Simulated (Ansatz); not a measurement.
Geometry relaxation of I

System: I (Fm-3m, 1 atom in the cell).
Method: DFT, LDA, PAW with Ansatz's default frozen-core files, scalar-relativistic, no spin polarisation (Ansatz 0.2.0).

The structure was built on a prototype by a generator; it need not be a known phase. Its volume is 0.41 times that of the source entry. It belongs to a series of runs on one base structure; here: fcc relaxed under pressure, PAW files.

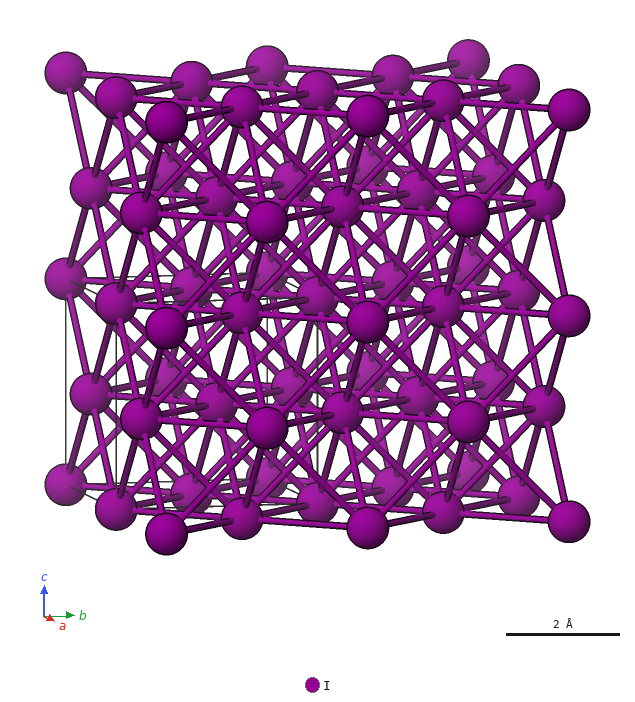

*The starting structure (ball-and-stick view of the cell 4 times as large as that of the calculation, set on its symmetry axes, repeated 2 × 2 × 2, seen slightly off an axis). An atom can appear more than once, as a periodic image.*

The input:
```yaml
crystal:
  lattice:
    - [0.0, 1.8481856729, 1.8481856729]
    - [1.8481856729, 0.0, 1.8481856729]
    - [1.8481856729, 1.8481856729, 0.0]
  atoms:
    - { symbol: I, position: [0.0, 0.0, 0.0] }
kpoints:
  mp_grid: { grid: [17, 17, 17] }
scf:
  occupations: { method: fermi_dirac, width: 0.05 }
hamiltonian:
  xc: lda
  pseudopotentials: { kind: paw }
output:
  forces: true
  stress: true
  eigenvalues: true
  write_density: true
  write_potential: true
  elf: true
  volumetric_format: npy
relax:
  f_tol: 0.005
  max_steps: 40
  cell: { p_target: 290.0, stress_tol: 0.145 }
```

Run as:
```bash
ansatz run input.yaml --threads 1 --pin off --max-ram 3584MiB --backend cpu --events-out ev --progress --plain --runs-dir out
```

The program's output:
```
Engine: ansatz 0.2.0, aarch64-unknown-linux-gnu
Pseudopotentials: kind: paw
Pseudopotential: I, paw, valence charge 17, recommended cutoff 420 eV (normal), I.paw.azcp
Functional definition: SPW92
  exchange = slater_x
  correlation = pw_c
Crystal: 1 atoms, lattice volume = 12.626 Å³
Basis set: ecut = 420 eV, 259 PW (Γ)
Bands: 13, of which v1, the nominal top of the filled ones, is band 9 counted from 1 (8 counted from 0)
Symmetry: 48 space group operations
Space group: Fm-3m (ITA 225), of the structure as read, at distance tolerance 2.3e-5 Å
k-points: 165 of 4913
Non-local potential: I, projectors of the file, l = 0: 2, l = 1: 2, l = 2: 2, l = 3: 2
PAW form: soft (Blöchl's): semilocal exchange-correlation on the pseudo side does not see the compensation charge
PAW frozen core: I, regenerated for the run's functional, and the local potential with it (the file was generated under x = pbe(κ = 0.804, μ = 0.2195149727645171), c = pbe(β = 0.06672455060314922))
PAW one-centre angular grid: I, 590 points (default); XC on 64 Gauss nodes
Initial density: superposition of atomic densities (neutral atoms: chi_scale 0, normalization atom), corrected by the library's trained network
Initial wavefunctions: pseudopotential atomic-orbital guess
Functional: x = slater, c = lda
SCF iter   1: F=—  HF=-7348.288206 eV  |F-HF|=—  |Δ(HF+E_count)|=         —  Δρ=2.65e-2  dr2=4.87e-2  ethr=1.77e-3  ⟨swp⟩=5.3  Hψ=12784  notcnv=0
preconditioner: auto → none  [metal: Δε(μ)=0.089 eV  Ē_g=20.156 eV  σ=0.050 eV  W_gap=0.40  n_scr=0 (ndim 8)  ℏωp=27.6 eV  f_vac=0.000  D(μ)=0.30/eV (n_scr^D=0)]
SCF iter   2: F=—  HF=-7348.260872 eV  |F-HF|=—  |Δ(HF+E_count)|=   2.73e-2  Δρ=7.95e-3  dr2=3.37e-3  ethr=2.87e-4  ⟨swp⟩=2.5  Hψ=4992  notcnv=0  defer=68
SCF iter   3: F=—  HF=-7348.259041 eV  |F-HF|=—  |Δ(HF+E_count)|=   1.83e-3  Δρ=1.47e-3  dr2=8.75e-5  ethr=1.98e-5  ⟨swp⟩=2.6  Hψ=3805  notcnv=0  defer=68
SCF iter   4: F=—  HF=-7348.258987 eV  |F-HF|=—  |Δ(HF+E_count)|=   5.39e-5  Δρ=1.09e-4  dr2=4.39e-7  ethr=5.15e-7  ⟨swp⟩=2.0  Hψ=2401  notcnv=0  defer=68
iter 5 did not close the SCF: its close was put off for the readings that it lacked (scf_convergence_deferred on its scf_iter line)
SCF iter   5: F=-7348.258987 eV  HF=-7348.258987 eV  |F-HF|=1.49e-9  |Δ(HF+E_count)|=   1.95e-7  Δρ=6.68e-6  dr2=1.96e-9  ethr=2.58e-9  ⟨swp⟩=1.9  Hψ=2381  notcnv=0  defer=68
SCF iter   6: F=-7348.258987 eV  HF=-7348.258987 eV  |F-HF|=0.00e0  |Δ(HF+E_count)|=   1.20e-9  Δρ=4.01e-7  dr2=4.87e-12  ethr=1.15e-11  ⟨swp⟩=5.5  Hψ=11094  notcnv=0
SCF 1 converged in 6 iterations: F = -7348.258987 eV  dr2 = 4.87e-12
  greatest PAW one-centre occupation: 1.001 electrons in one spin orbital (limit 2), on the I atom at site 0 (counted from 0), in its partial waves of l = 2
relax step   1: F+E_penalty+E_count = -7348.25898693 eV  Δ(F+E_penalty+E_count) = +0.000e0 eV  max|allowed force component| = 0.000e0 eV/Å  Δτ_max = 0.0000 Å  P = +294.297 GPa  Ω = 12.626 Å³  (6 SCF iters, accepted)
Crystal: 1 atoms, lattice volume = 12.874 Å³
Initial density: handed on by an earlier stage of this run
Initial wavefunctions: those handed on with the density
iter 1 solved again at ethr=1.59e-7 eV; its pass at ethr=3.10e-3 eV (dr2=2.70e-5 eV) is discarded
SCF iter   1: F=—  HF=-7348.699084 eV  |F-HF|=—  |Δ(HF+E_count)|=         —  Δρ=7.67e-4  dr2=2.86e-5  ethr=1.59e-7  ⟨swp⟩=2.2  Hψ=17573  notcnv=0
preconditioner: auto → none  [metal: Δε(μ)=0.075 eV  Ē_g=19.960 eV  σ=0.050 eV  W_gap=0.35  n_scr=0 (ndim 8)  ℏωp=27.4 eV  f_vac=0.000  D(μ)=0.31/eV (n_scr^D=0)]
SCF iter   2: F=—  HF=-7348.699073 eV  |F-HF|=—  |Δ(HF+E_count)|=   1.10e-5  Δρ=3.95e-4  dr2=7.05e-6  ethr=1.59e-7  ⟨swp⟩=2.7  Hψ=3239  notcnv=0
SCF iter   3: F=—  HF=-7348.699077 eV  |F-HF|=—  |Δ(HF+E_count)|=   4.33e-6  Δρ=4.33e-5  dr2=8.27e-8  ethr=5.88e-10  ⟨swp⟩=6.8  Hψ=14070  notcnv=0
SCF iter   4: F=-7348.699077 eV  HF=-7348.699077 eV  |F-HF|=8.21e-9  |Δ(HF+E_count)|=   1.84e-7  Δρ=7.25e-6  dr2=5.89e-9  ethr=4.86e-10  ⟨swp⟩=7.5  Hψ=10998  notcnv=0
SCF 2 converged in 4 iterations: F = -7348.699077 eV  dr2 = 5.89e-9
relax step   2: F+E_penalty+E_count = -7348.69907728 eV  Δ(F+E_penalty+E_count) = -4.401e-1 eV  max|allowed force component| = 0.000e0 eV/Å  Δτ_max = 0.0000 Å  P = +275.439 GPa  Ω = 12.874 Å³  energy of the carried Pulay correction = -2.115e-4 eV  (4 SCF iters, dr2 threshold 1.00e-7 eV, rejected (line search))
Crystal: 1 atoms, lattice volume = 12.682 Å³
iter 1 solved again at ethr=7.73e-8 eV; its pass at ethr=3.10e-3 eV (dr2=1.31e-5 eV) is discarded
SCF iter   1: F=—  HF=-7348.360319 eV  |F-HF|=—  |Δ(HF+E_count)|=         —  Δρ=5.89e-4  dr2=1.62e-5  ethr=7.73e-8  ⟨swp⟩=3.1  Hψ=16990  notcnv=0
preconditioner: auto → none  [metal: Δε(μ)=0.087 eV  Ē_g=20.092 eV  σ=0.050 eV  W_gap=0.40  n_scr=0 (ndim 8)  ℏωp=27.6 eV  f_vac=0.000  D(μ)=0.31/eV (n_scr^D=0)]
SCF iter   2: F=—  HF=-7348.360312 eV  |F-HF|=—  |Δ(HF+E_count)|=   6.40e-6  Δρ=3.03e-4  dr2=4.06e-6  ethr=7.73e-8  ⟨swp⟩=3.0  Hψ=3555  notcnv=0
SCF iter   3: F=—  HF=-7348.360314 eV  |F-HF|=—  |Δ(HF+E_count)|=   2.07e-6  Δρ=3.69e-5  dr2=5.91e-8  ethr=2.39e-8  ⟨swp⟩=3.0  Hψ=3669  notcnv=0
SCF iter   4: F=—  HF=-7348.360314 eV  |F-HF|=—  |Δ(HF+E_count)|=   1.52e-7  Δρ=8.04e-6  dr2=6.52e-9  ethr=3.48e-10  ⟨swp⟩=2.2  Hψ=3418  notcnv=0
SCF iter   5: F=-7348.360314 eV  HF=-7348.360314 eV  |F-HF|=0.00e0  |Δ(HF+E_count)|=   6.09e-9  Δρ=2.29e-7  dr2=1.34e-12  ethr=1.00e-12  ⟨swp⟩=4.9  Hψ=9923  notcnv=0
SCF 3 converged in 5 iterations: F = -7348.360314 eV  dr2 = 1.34e-12
relax step   3: F+E_penalty+E_count = -7348.36031419 eV  Δ(F+E_penalty+E_count) = -1.013e-1 eV  max|allowed force component| = 0.000e0 eV/Å  Δτ_max = 0.0000 Å  P = +289.937 GPa  Ω = 12.682 Å³  energy of the carried Pulay correction = -4.807e-5 eV  (5 SCF iters, accepted)
Initial wavefunctions: pseudopotential atomic-orbital guess (no wavefunctions were taken with the density)
iter 1 solved again at ethr=2.23e-8 eV; its pass at ethr=3.10e-3 eV (dr2=3.80e-6 eV) is discarded
SCF iter   1: F=—  HF=-7348.360360 eV  |F-HF|=—  |Δ(HF+E_count)|=         —  Δρ=7.34e-6  dr2=1.12e-9  ethr=2.23e-8  ⟨swp⟩=3.0  Hψ=18400  notcnv=0
preconditioner: auto → none  [metal: Δε(μ)=0.086 eV  Ē_g=20.089 eV  σ=0.050 eV  W_gap=0.40  n_scr=0 (ndim 8)  ℏωp=27.6 eV  f_vac=0.000  D(μ)=0.31/eV (n_scr^D=0)]
SCF iter   2: F=—  HF=-7348.360360 eV  |F-HF|=—  |Δ(HF+E_count)|=   2.58e-7  Δρ=3.33e-6  dr2=2.20e-10  ethr=6.58e-12  ⟨swp⟩=2.3  Hψ=3551  notcnv=0
SCF iter   3: F=-7348.360360 eV  HF=-7348.360360 eV  |F-HF|=9.09e-13  |Δ(HF+E_count)|=  4.55e-11  Δρ=5.05e-7  dr2=5.06e-12  ethr=1.00e-12  ⟨swp⟩=6.0  Hψ=9628  notcnv=0
SCF 4 converged in 3 iterations: F = -7348.360360 eV  dr2 = 5.06e-12
relax step   4: F+E_penalty+E_count = -7348.36036009 eV  Δ(F+E_penalty+E_count) = -4.590e-5 eV  max|allowed force component| = 0.000e0 eV/Å  Δτ_max = 0.0000 Å  P = +289.935 GPa  Ω = 12.682 Å³  stress off target by 6.47e-2 GPa  SCF on the basis re-selected at this cell (its energy is not comparable with the rows above)  (3 SCF iters)
```

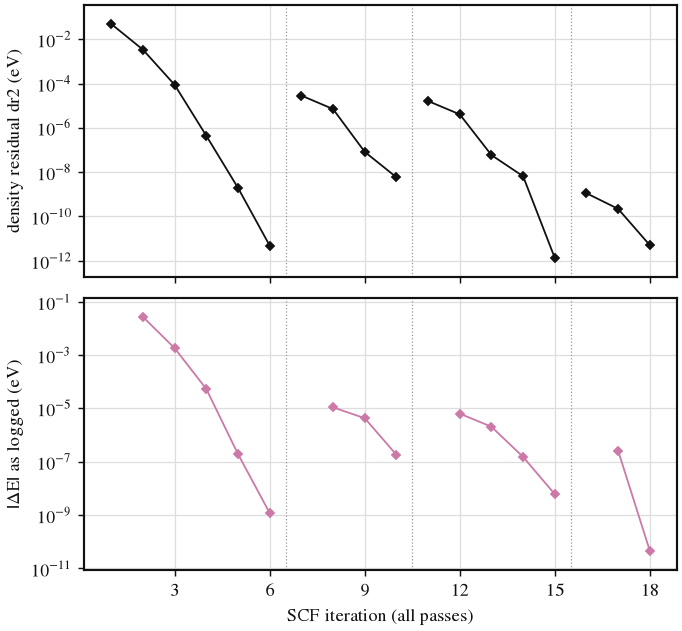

*Convergence of the self-consistent field: density residual dr2 and size of the energy change against the SCF iteration. The dotted lines part the SCF passes of the relaxation: geometry steps, rejected trials and re-solves on a re-selected basis.*

The passes take 6, 4, 5 and 3 iterations.

```
basis re-selected at this cell: Δ(F+E_penalty+E_count) = -4.590e-5 eV, ΔP = -0.001 GPa vs the last step (what re-selecting the basis moved, of the pressure what is left beyond the Pulay correction that the steps carried, after the strain that the cell walked since its last selection, with what the two solves' SCF thresholds leave and, on support functions, any second-order correction that the steps lacked; it is no measure of the basis error at this ecutwfc). This SCF's stress stands 6.47e-2 GPa from its target on what of the cell is left free (relax.cell.stress_tol is 1.45e-1 GPa) and its largest allowed force component is 0.00e0 eV/Å (relax.f_tol is 5.00e-3 eV/Å): within both
SCF converged after 3 iterations
Free energy (F): -7348.360360 eV
Harris-Foulkes:  -7348.360360 eV  (|F-HF|=9.09e-13)
Internal energy: -7348.357893 eV  (E = F + TS)
E sigma→0 (E₀):  -7348.359127 eV
Entropy (-TS):   -0.002467 eV (-2.467 meV/atom)
Fermi energy:    32.645076 eV
--- Per-component energies (eV) ---
  E_band       = -1.212068
  E_kinetic    = 220.435785
  E_local      = -642.057659  (includes V_loc(G=0)·N_el)
  E_nonlocal   = -84.375536
  E_hartree    = 533.231557
  E_xc         = -140.052443
  E_vxc        = -145.122030  (∫ρ·V_xc dr)
  E_paw        = -4659.203420  (= ΣΔE_a)
  E_vpaw       = -416.555744  (= ΣTr[D̂ρ^β])
  E_aug_tail   = 0.000046  (compensation charges beyond the density's cutoff)
  E_ewald      = -2577.117438
  E_core_change = 0.781215  (= ΣΔE_core)
  E_smearing   = -0.002467  (= −TS)
  E_closure    = 0.000000  (closes the sum)
  Σ components = -7348.360360   (vs F -7348.360360, Δ=0.00e0)
--- Forces (eV/Å), atoms counted from 1 ---
  atom   1  I      0.00000000    -0.00000000     0.00000000
  max |Σ_I F_I| component: 8.55e-31 eV/Å
--- Stress (GPa, compression-positive) ---
      289.935337       0.000000       0.000000
        0.000000     289.935337       0.000000
        0.000000       0.000000     289.935337
  P = ⅓ Tr σ = 289.9353 GPa (2899.353 kbar)
--- Band table (eV; the first three rows and the last of 165) ---
  k-point 0: bands = ["-15.7910", "-15.7910", "-15.7910", "-15.6117", "-15.6117", "6.2648", "38.2224", "38.2224", "38.2224", "38.6901", "42.9548", "42.9548", "42.9548"]
  k-point 1: bands = ["-15.7902", "-15.7848", "-15.7848", "-15.6119", "-15.6119", "6.3883", "36.5683", "37.9834", "37.9834", "38.6372", "43.3060", "43.3060", "44.2870"]
  k-point 2: bands = ["-15.7878", "-15.7688", "-15.7688", "-15.6104", "-15.6104", "6.7591", "33.5525", "37.4194", "37.4194", "38.7074", "44.1954", "44.1954", "45.1036"]
  k-point 164: bands = ["-15.7360", "-15.7250", "-15.6702", "-15.5430", "-15.4223", "18.6454", "21.1681", "21.6557", "24.2483", "42.0896", "42.4848", "44.0733", "46.7570"]
--- Relaxed structure (3 steps of the walk, 2 accepted, 1 SCFs on fresh bases) ---
  F+E_penalty+E_count = -7348.36036009 eV   max|allowed force component| = 0.000e0 eV/Å   (the final SCF, on the basis selected at the relaxed cell)
  cell:  # Å, volume = 12.6816 Å³
    - [1.2738430082238976e-35, 1.8508947221110206, 1.8508947221110206]
    - [1.8508947221110206, -7.006136545231437e-35, 1.8508947221110206]
    - [1.8508947221110206, 1.8508947221110206, 1.2738430082238976e-35]
  atoms:
    - { symbol: I, position: [0.0, 0.0, 0.0] }
```

File v_z.tsv:
```
# z_ang	v_es[eV]	v_tot[eV]
# format = ansatz-planar-average/11
# xc	lda
# density_cutoff_ev	1680
# datasets	I=:simpson_from_first_knot:soft:shift=-2678021
# lattice	0.000000000	1.850894722	1.850894722
# lattice	1.850894722	-0.000000000	1.850894722
# lattice	1.850894722	1.850894722	0.000000000
# sites	1
# site	53	0.000000000	0.000000000	0.000000000
0.000000	1.994172e1	3.577973e0
0.145420	1.969453e1	3.415534e0
0.290840	1.909562e1	3.080216e0
0.436260	1.849676e1	2.930733e0
0.581680	1.829235e1	3.328239e0
0.727100	1.876216e1	4.468792e0
0.872520	1.996966e1	6.308364e0
1.017940	2.167624e1	8.517798e0
1.163360	2.329754e1	1.045983e1
1.308780	2.399240e1	1.126526e1
1.454200	2.329754e1	1.045983e1
1.599620	2.167624e1	8.517798e0
1.745040	1.996966e1	6.308364e0
1.890460	1.876216e1	4.468792e0
2.035880	1.829235e1	3.328239e0
2.181300	1.849676e1	2.930733e0
2.326720	1.909562e1	3.080216e0
2.472140	1.969453e1	3.415534e0
```

Trajectory as extended XYZ (Å, eV, eV/Å), 4 frames, from step=1 to step=4:
```
1
Lattice="0.0000 1.8482 1.8482 1.8482 0.0000 1.8482 1.8482 1.8482 0.0000" Properties=species:S:1:pos:R:3:forces:R:3 step=1 energy=-7348.25899 pressure_GPa=294.30
I     0.0000    0.0000    0.0000    0.0000   0.0000   0.0000
1
Lattice="0.0000 1.8602 1.8602 1.8602 0.0000 1.8602 1.8602 1.8602 0.0000" Properties=species:S:1:pos:R:3:forces:R:3 step=2 energy=-7348.69908 pressure_GPa=275.44 accepted=F
I     0.0000    0.0000    0.0000    0.0000   0.0000   0.0000
1
Lattice="0.0000 1.8509 1.8509 1.8509 0.0000 1.8509 1.8509 1.8509 0.0000" Properties=species:S:1:pos:R:3:forces:R:3 step=3 energy=-7348.36031 pressure_GPa=289.94
I     0.0000    0.0000    0.0000    0.0000   0.0000   0.0000
1
Lattice="0.0000 1.8509 1.8509 1.8509 0.0000 1.8509 1.8509 1.8509 0.0000" Properties=species:S:1:pos:R:3:forces:R:3 step=4 energy=-7348.36036 pressure_GPa=289.94
I     0.0000    0.0000    0.0000    0.0000   0.0000   0.0000
```

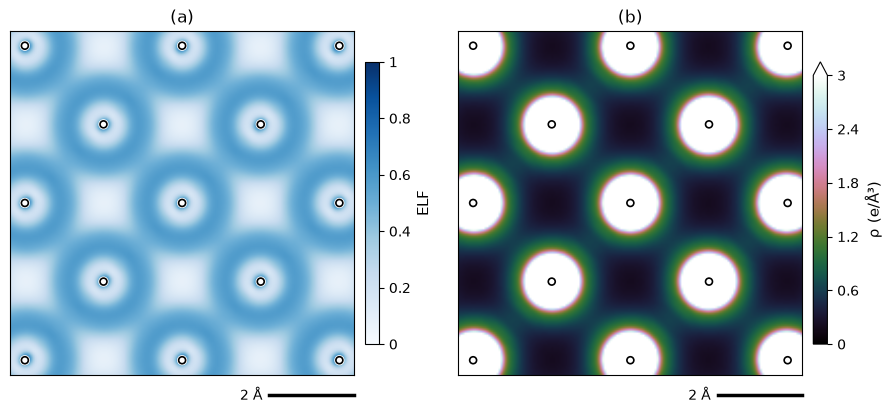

*(a) ELF; (b) valence pseudo-density on the (010) plane of the conventional cell. Circles mark the nuclei in the plane (I).*

I–I (2.62 Å): the density is about 0.63 e/Å³ at the midpoint; the ELF is about 0.50 at the midpoint. Away from the nuclei the density in this plane falls to 0.21 e/Å³ at its lowest. The fields are those of the smooth PAW valence density.

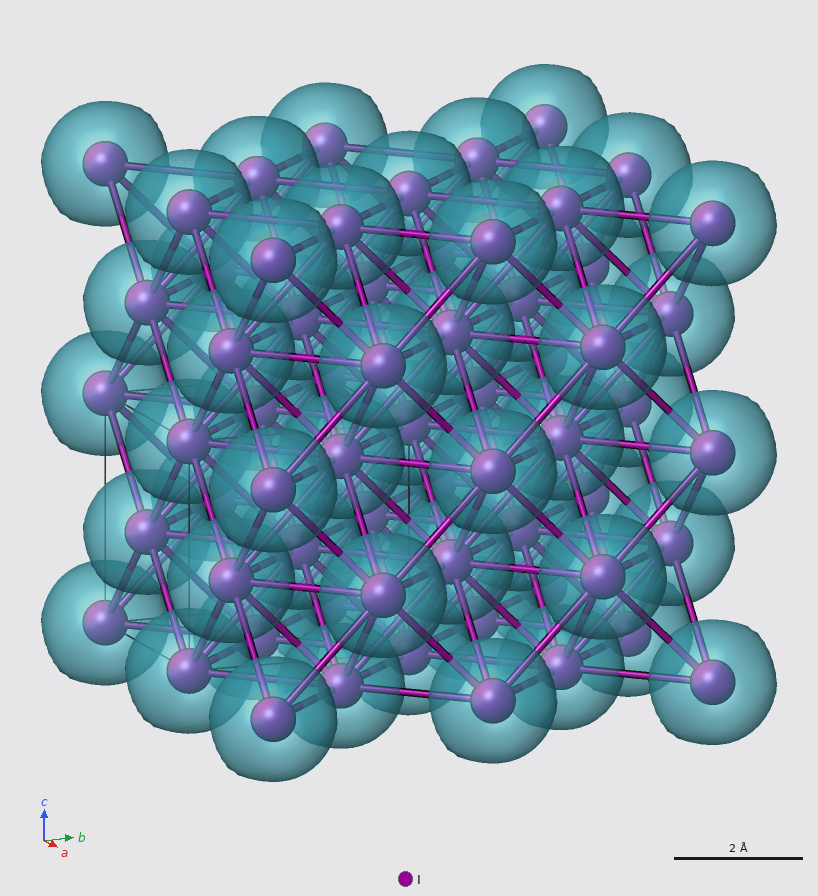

*Isosurface of the valence pseudo-density at 0.8 e/Å³ (cyan), seen slightly off an axis. Sticks mark near contacts. The outline is the cell set on symmetry axes.*

At this value the density breaks into separate islands; it holds about 75 % of the electrons treated as valence. It is pinched off along the I–I (2.62 Å) contacts. On the grid the lowest density along these lines, outside the cores, is 0.63 e/Å³ (I–I, 2.62 Å).

Key numbers:

- outcome: converged
- space group (tolerance 0.01 Å): Fm-3m (225)
- electrons treated: 17
- free energy: −7348.3604 eV
- Fermi energy: 32.645 eV
- pressure: 289.94 GPa
- final volume: 12.68 Å³
- largest force (length of the vector) at the end: under 0.001 eV/Å
- final cell: a = 2.618 Å, b = 2.618 Å, c = 2.618 Å, α = 60.00°, β = 60.00°, γ = 60.00°
- hardware: 1 thread of Arm Neoverse V2, 24 GiB of memory available, shared host
- wall time: 6.7 s
- peak memory: 0.29 GiB

The cell holds an odd number of electrons but the run has no spin polarisation, so a band is left half filled. The cell was relaxed to the target pressure of the input; what is minimised is then the enthalpy E + pV.
